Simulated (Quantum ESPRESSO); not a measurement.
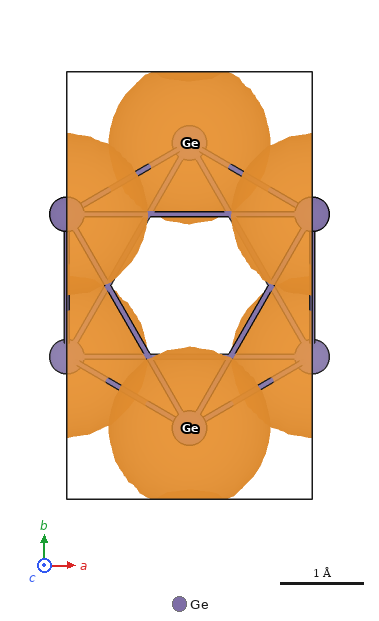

*Ge. Isosurface of the valence electron density at 0.4 e/Å³ (orange), seen along the c axis. Sticks mark near contacts.*

Space group Cmcm; a structure from a database of computed crystals, not necessarily the ambient phase.

These are results of Kohn-Sham DFT of a periodic cell, PBEsol, GBRV 1.5 PBEsol in Quantum ESPRESSO, not measurements.

In a pseudopotential calculation such maps are meaningful between the atoms, not at the nuclei.

```xyz
4
Lattice="2.9761 0.0000 0.0000 0.0000 5.1894 0.0000 0.0000 0.0000 4.7276" Properties=species:S:1:pos:R:3 pbc="T T T"
Ge    0.0000    3.4590    3.5457
Ge    1.4881    0.8643    3.5457
Ge    0.0000    1.7304    1.1819
Ge    1.4881    4.3251    1.1819
```

Question: What does this surface tell about the bonding?

Answer: At this value the density breaks into separate islands; it holds about 80 % of the electrons treated as valence. It bridges none of the near contacts. It is pinched off along the sampled Ge–Ge (2.92 Å) and Ge–Ge (2.98 Å) contacts. On the grid the lowest density along these lines, outside the cores, is 0.21 e/Å³ (Ge–Ge, 2.92 Å) and 0.2 e/Å³ (Ge–Ge, 2.98 Å).
